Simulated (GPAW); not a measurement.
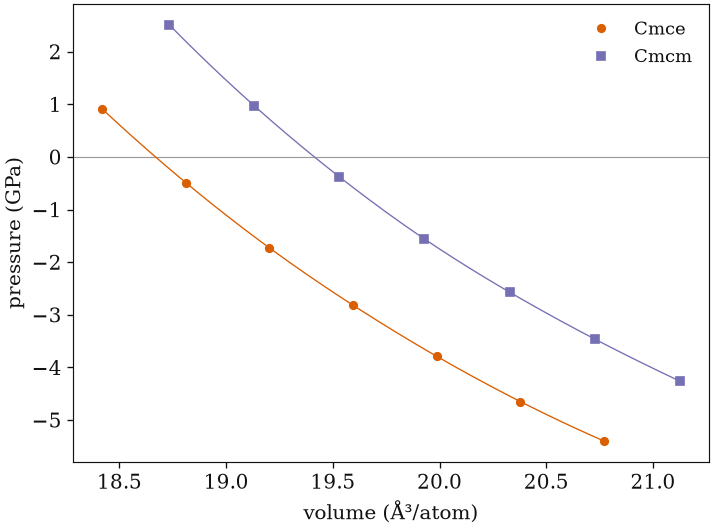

The figure shows the pressure against volume, with one curve for each structure, for Ga.

Calculation (GPAW 26.7.0): PAW DFT in plane waves, on a grid or in atomic orbitals, no spin polarisation; energies at scaled volumes of the given cell, shape and fractions fixed, counted from the fit's minimum, third-order Birch-Murnaghan fit. Level: LDA.

- k mesh: 6×6×5
- occupations: Fermi–Dirac
- smearing width: 0.05 eV
- potentials: GPAW PAW data sets (gpaw data 1.2.1)
- wave cutoff: 600 eV

**Order the curves by fitted equilibrium volume, smallest first.**

Cmce 18.670, Cmcm 19.414 Å³/atom.

**Order the curves by fitted bulk modulus, smallest first.**

Cmcm 63.8, Cmce 65.5 GPa.

**For Cmce: read off the course of the pressure.**

It falls from 0.91 GPa at volume 18.42 Å³/atom to −5.40 GPa at 20.77 Å³/atom, and changes sign near 18.67 Å³/atom.

**For Cmcm: read off the course of the pressure.**

It falls from 2.51 GPa at volume 18.73 Å³/atom to −4.26 GPa at 21.13 Å³/atom, and changes sign near 19.42 Å³/atom.

Limits of the calculation: shape and atomic fractions are frozen while scaling, which makes layered, chain and framework solids too stiff.
